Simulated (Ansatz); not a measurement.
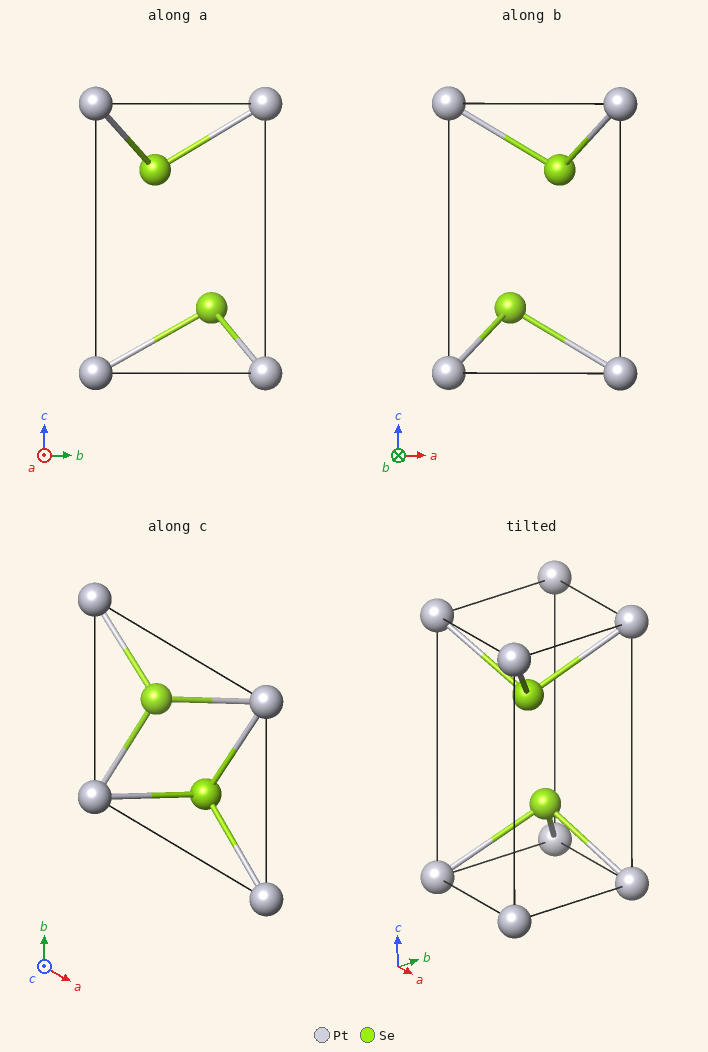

A ball-and-stick picture of a crystal structure, seen along the a axis, along the b axis, along the c axis and slightly off an axis. The box is the unit cell; atoms on or close to its faces, edges and corners are drawn wherever they repeat.

Lattice parameters: a = 3.7795 Å, b = 3.7357 Å, c = 5.0992 Å, α = 89.944°, β = 90.207°, γ = 120.807°.

Convert the drawing into a CIF in P1 with every atom of the cell, with free fractional coordinates to two decimals.

```cif
data_structure
_symmetry_space_group_name_H-M 'P 1'
_symmetry_Int_Tables_number 1
_cell_length_a 3.7795
_cell_length_b 3.7357
_cell_length_c 5.0992
_cell_angle_alpha 89.944
_cell_angle_beta 90.207
_cell_angle_gamma 120.807
_cell_volume 61.84
loop_
_atom_site_label
_atom_site_type_symbol
_atom_site_fract_x
_atom_site_fract_y
_atom_site_fract_z
_atom_site_occupancy
Pt1 Pt 0.00 0.00 0.00 1
Se1 Se 0.36 0.68 0.24 1
Se2 Se 0.65 0.35 0.75 1
```

Where the cell comes from: a known structure type with the cell strained and the atoms shaken on purpose. No relaxation was applied. A calculation with Ansatz used it as input.

At this level of theory the cell isn't at rest (compressed, at 6 GPa and forces up to 0.9 eV/Å), so its distances can differ from those at equilibrium, the more so the softer the solid.
